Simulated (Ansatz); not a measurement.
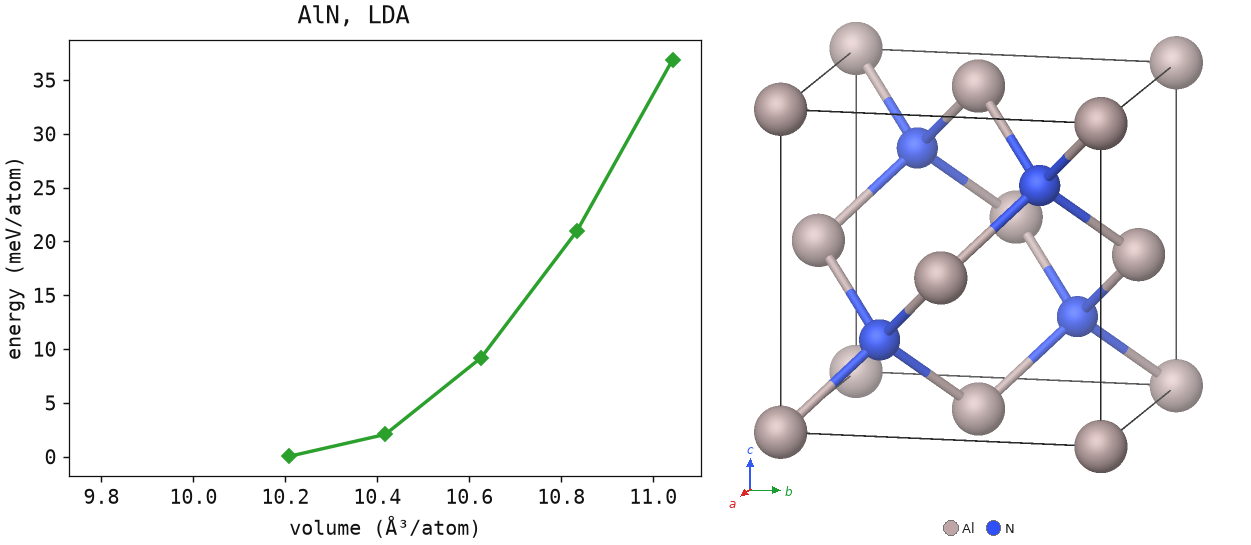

The picture above shows the energy against volume for AlN, space group F-43m (No. 216). The conventional cell is drawn beside the plot.

The given structure:
```
Al N
1.0
     0.00000    2.18399    2.18399
     2.18399    0.00000    2.18399
     2.18399    2.18399    0.00000
Al N
1 1
Direct
  0.00000 0.00000 0.00000
  0.25000 0.25000 0.25000
```

Method: all-electron LAPW DFT, no spin polarisation; energies at scaled volumes of the given cell, shape and fractions fixed, counted from the fit's minimum, third-order Birch-Murnaghan fit (Ansatz 0.2.0). Level: LDA.

| setting | value |
| --- | --- |
| k mesh | 10×10×10 |
| occupations | Fermi–Dirac |
| smearing width | 0.05 eV |
| potentials | all electron LAPW, scalar relativistic |
| program settings | basis error eV/atom 0.001 |

The points at volume 9.79 Å³/atom and 10.00 Å³/atom are left out of the plot. What values does the calculation give there?

| volume (Å³/atom) | energy (meV/atom) |
| --- | --- |
| 9.79 | 13.51 |
| 10.00 | 3.66 |
